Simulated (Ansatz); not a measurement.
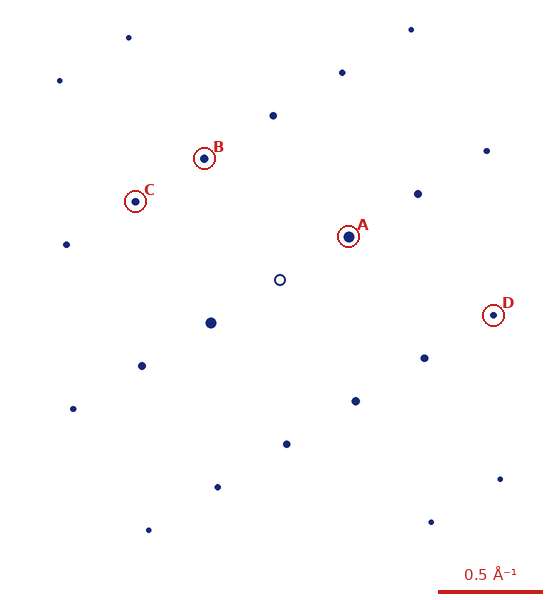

Simulated selected-area electron diffraction pattern (200 kV, kinematic approximation, thin crystal, B = 0.3 Å² for all atoms). The zone axis points towards the electron source and the pattern is seen from the source side.

The sample is Ta, space group P6_3/mmc (No. 194), a = 2.90 Å, c = 5.11 Å (hexagonal axes). Structure: coordinates from a relaxation at fixed volume with DFT PBE, spin-orbit coupling, plane waves, PAW (Ansatz 0.2.0); the starting structure was generated, so it need not be a known form of this composition.

Spot A is indexed 0 0 -2 and spot B -1 2 0.

### What are the indices of the remaining marked spots?

C = −A + B = -1 2 2 (d = 1.262 Å). D = 2A − B = 1 -2 -4 (d = 0.959 Å).

### Which zone axis is this?

The cross product of A and B is parallel to [210]; every spot obeys hu + kv + lw = 0.

### What are the spacings of A and B and the angle between them?

d(A) = 2.553 Å, d(B) = 1.452 Å, and the angle is 90.0°.
